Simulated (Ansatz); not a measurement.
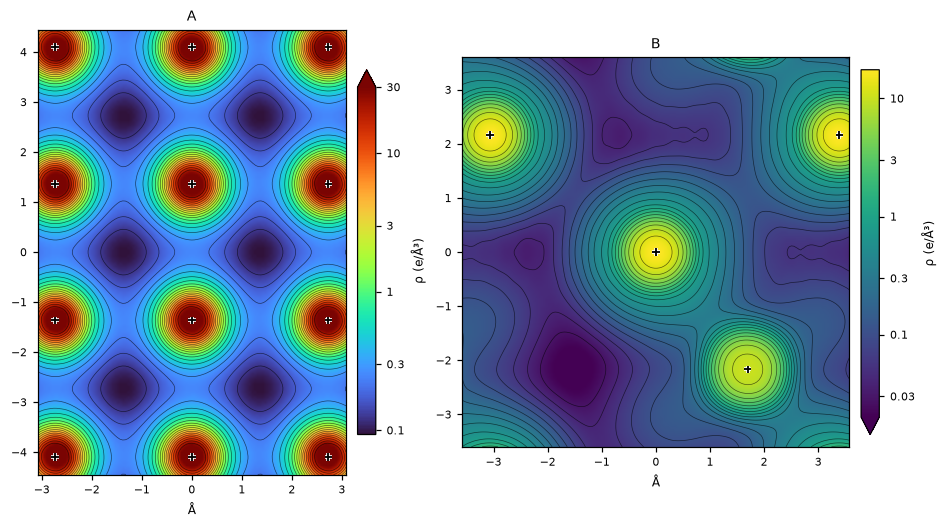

The valence electron density of 2 systems, each on a plane through atoms (crosses mark nuclei in the plane).

All numbers below come from Kohn-Sham DFT of a periodic cell, r2SCAN, Ansatz PAW in Ansatz.

System 1: TiTe$_{2}$, the (110) plane of the conventional cell. Space group P-3m1; computed pressure about 2 GPa in this cell.

```
Te Ti
1.0
     3.75165    0.00000    0.00000
    -1.87583    3.24902    0.00000
     0.00000    0.00000    6.45439
Te Ti
2 1
Direct
  0.33333 0.66667 0.73720
  0.66667 0.33333 0.26280
  0.00000 0.00000 0.00000
```

System 2: Ga, the (001) plane of the conventional cell. Space group I4/mmm; a structure from a database of computed crystals, not necessarily the ambient phase; computed pressure about 3 GPa in this cell.

```xyz
2
Lattice="2.7314 0.0000 0.0000 0.0000 2.7314 0.0000 0.0000 0.0000 4.5600" Properties=species:S:1:pos:R:3 pbc="T T T"
Ga    0.0000    0.0000    0.0000
Ga    1.3657    1.3657    2.2800
```

Which map belongs to which system?

Panel A is system 2, Ga: the plane holds Ga. Ga–Ga (2.73 Å): ρ at the midpoint is about 0.25 e/Å³. Panel B is system 1, TiTe$_{2}$: the plane holds Te and Ti. Ti–Te (2.75 Å): ρ is about 0.38 e/Å³ halfway.
